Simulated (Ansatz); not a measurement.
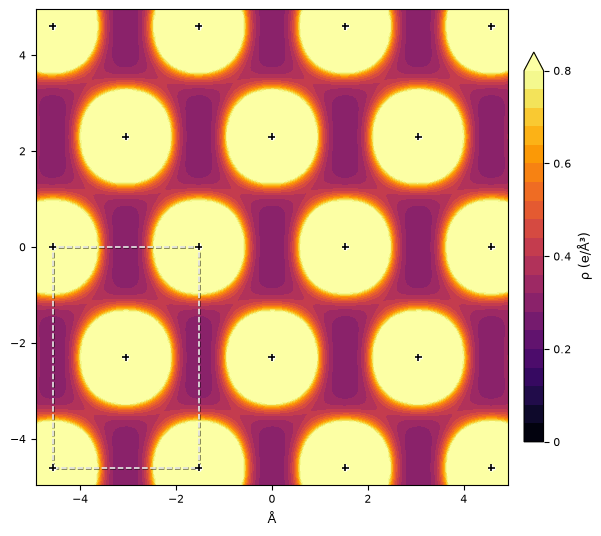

The valence pseudo-density on a plane through atoms (crosses mark nuclei in the plane).

Method: DFT LDA, scalar-relativistic, plane waves, PAW in Ansatz 0.2.0.

Candidates:
A. W, a = 3.26 Å, b = 3.26 Å, c = 3.05 Å, α = 90.00°, β = 90.00°, γ = 90.00°. Space group I4/mmm; computed pressure about −14 GPa in this cell; PAW files of the earlier set (soft_1).
B. Al₂Cu, a = 5.93 Å, b = 5.93 Å, c = 4.78 Å, α = 90.00°, β = 90.00°, γ = 90.00°. Space group I4/mcm; computed without spin polarisation; PAW files of the earlier set (soft_1).

> Which candidate gave the map?

Candidate A: W on the (110) plane of the conventional cell, which holds W. W–W (2.76 Å): ρ is about 0.4 e/Å³ halfway. W–W (3.05 Å): ρ is about 0.28 e/Å³ halfway.
